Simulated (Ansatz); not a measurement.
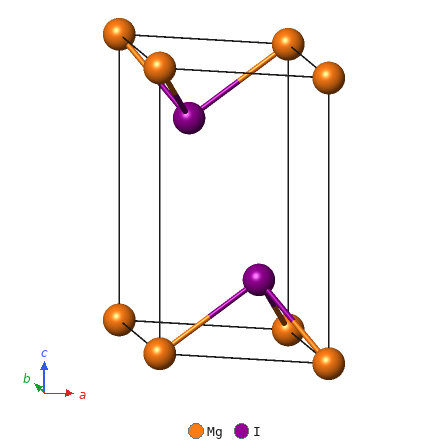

System: MgI₂, space group P-3m1 (No. 164). The picture shows the cell.

Structure:
```yaml
crystal:
  lattice:
    - [4.15370, 0.00000, 0.00000]
    - [-2.07685, 3.59721, 0.00000]
    - [0.00000, 0.00000, 6.86200]
  atoms:
    - { symbol: Mg, position: [0.00000, 0.00000, 0.00000] }
    - { symbol: I, position: [0.33333, 0.66667, 0.75763] }
    - { symbol: I, position: [0.66667, 0.33333, 0.24237] }
```

Computed with Ansatz 0.2.0: deformation of a crystal at fixed volume, lengths along the axis scaled against those across it, fractional coordinates fixed, by plane-wave density functional theory with PAW datasets, free energies less that of the undisturbed cell, pressure positive in compression; scalar-relativistic. Level: PBEsol, no spin polarisation.

wave cutoff 420 eV; k mesh 6×6×4; occupations Gaussian; smearing width 0.05 eV; k shift (0, 0, 0) (mesh steps); start as given; path axial; axis direction (0, 0, 1) (Cartesian unit vector).

Predict the energy change, pressure and gap on the k mesh against relative axial ratio. The relative axial ratio takes the values 0.80, 0.85, 0.92, 0.96, 1.00, 1.05, 1.10, 1.20, 1.30.

The energy change is 92 meV/atom at relative axial ratio 0.80 and 163 meV/atom at 1.30; the lowest computed point is at relative axial ratio 1.00 (0 meV/atom), in a single well. The pressure rises from −0.310 GPa at relative axial ratio 0.80 to 0.675 GPa at 1.30, and changes sign near 1.11. The gap on the k mesh stays open and runs from 2.170 eV at relative axial ratio 0.80 to 2.326 eV at 1.30, with its largest value, 3.463 eV, at 1.00.

```csv
axial ratio relative to the start,energy change (meV/atom),pressure (GPa),gap on the k mesh (eV)
0.80,92,-0.310,2.170
0.85,54,-0.272,2.528
0.92,17,-0.239,3.034
0.96,5,-0.216,3.264
1.00,0,-0.183,3.463
1.05,2,-0.121,3.425
1.10,15,-0.031,3.256
1.20,70,0.246,2.840
1.30,163,0.675,2.326
```

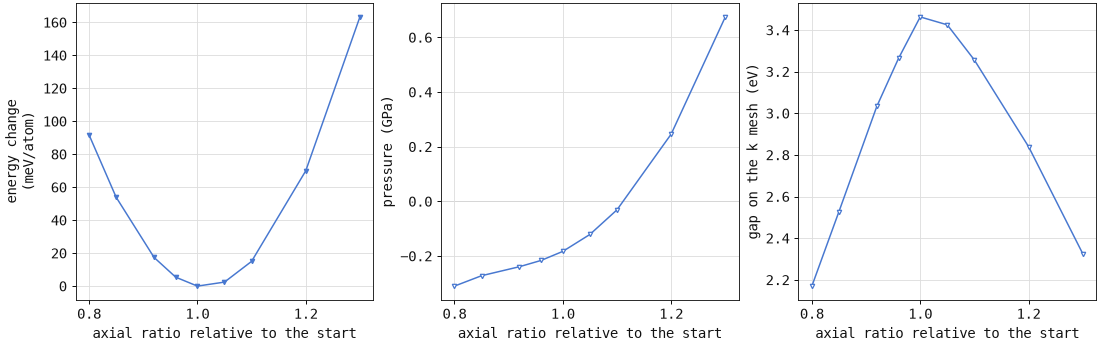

Limits of the calculation: reference crystal is not relaxed; shape and atomic fractions are frozen while scaling, which makes layered, chain and framework solids too stiff.
